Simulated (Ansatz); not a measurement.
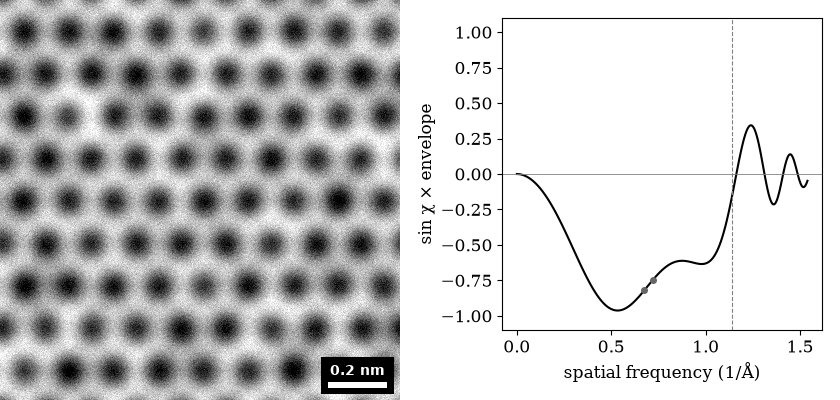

HRTEM-like image of B (P6/mmm, No. 191) along [101]. Simulated in the weak-phase-object approximation with neutral-atom potentials: 200 kV, Cs = 20 µm, defocus −85 Å (negative is underfocus), defocus spread 12 Å, aperture 1.14 1/Å. Shot noise and the speckle of an amorphous layer were added. Atomic positions: the geometry relaxed with Ansatz 0.2.0, DFT PBE, scalar-relativistic, plane waves, PAW; the starting structure was generated, so it need not be a known form of this composition.

The plot gives the contrast transfer function, the aperture (dashed) and the crystal's spatial frequencies that carry visible contrast (dots).

Do the atom columns appear dark or bright, and why?

Answer. Dark. With positive Cs and underfocus sin χ is negative over the pass band, so the strongest columns (B) come out darker than the background.

What point resolution do these settings give, and which lattice spacings pass?

Answer. About 0.9 Å (0.66 |Cs|^(1/4) λ^(3/4) with λ = 0.0251 Å). The spacings that carry visible contrast are {100} at 1.48 Å, {101} at 1.39 Å.
